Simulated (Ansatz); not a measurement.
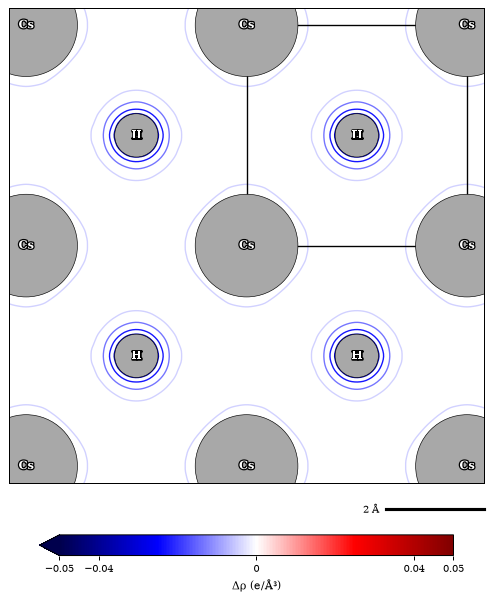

CsH. Difference of the valence pseudo-densities of two functionals at the same geometry, on the (110) plane of the calculation cell: LDA less r2SCAN.

Both computed with Ansatz (plane waves, PAW), on the same k-point mesh. Grey discs cover the atomic cores.

**Where does the change of functional move the electrons?**

Against r2SCAN, LDA gives less density around Cs (−0.005 e/Å³ on average at 1.2 Å from the nucleus) and less density around H (−0.019 e/Å³ on average at 0.6 Å from the nucleus).
